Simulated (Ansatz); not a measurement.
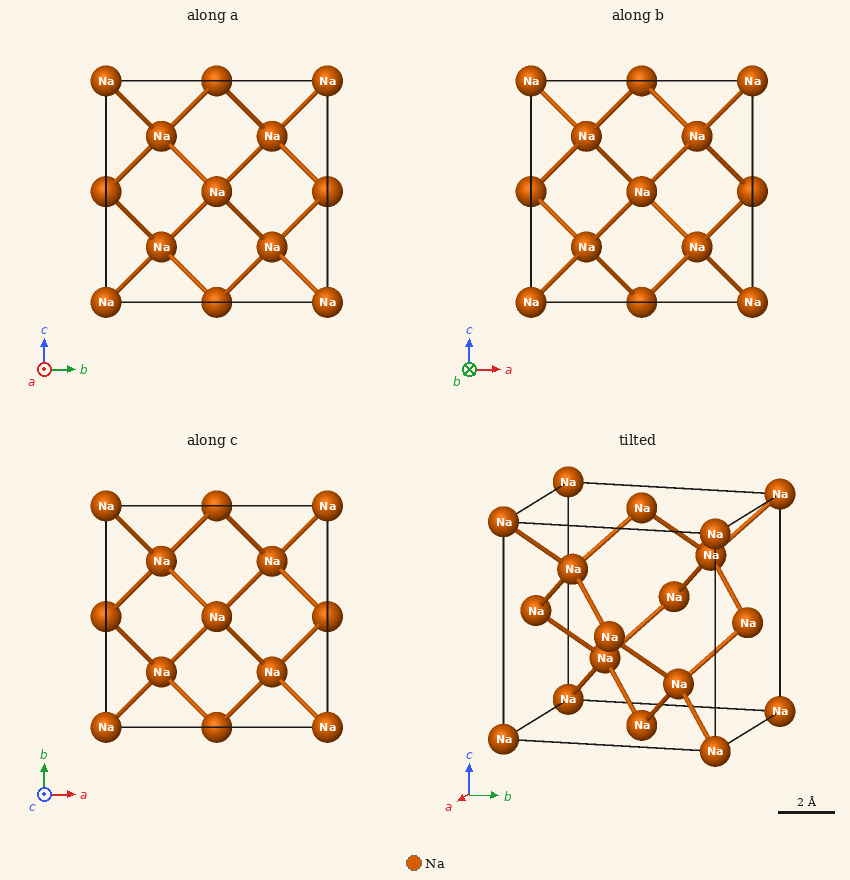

Drawn in the ball-and-stick manner and seen along the a axis, along the b axis, along the c axis and slightly off an axis. The conventional unit cell is drawn as a box.

Lattice parameters: a = 7.920 Å, b = 7.920 Å, c = 7.920 Å, α = 90.00°, β = 90.00°, γ = 90.00°. Put a along x and b in the xy plane.

**Put the structure into a POSCAR file.**

```
Na
1.0
     7.920    0.000    0.000
     0.000    7.920    0.000
     0.000    0.000    7.920
Na
8
Direct
  0.7500 0.7500 0.2500
  0.0000 0.5000 0.5000
  0.7500 0.2500 0.7500
  0.0000 0.0000 0.0000
  0.2500 0.7500 0.7500
  0.5000 0.5000 0.0000
  0.2500 0.2500 0.2500
  0.5000 0.0000 0.5000
```

It derives from a structure type filled with this element by a generator (whether the element takes this form wasn't checked). Earlier steps of the study may have refined or changed the cell and positions. A calculation with Ansatz used it as input.
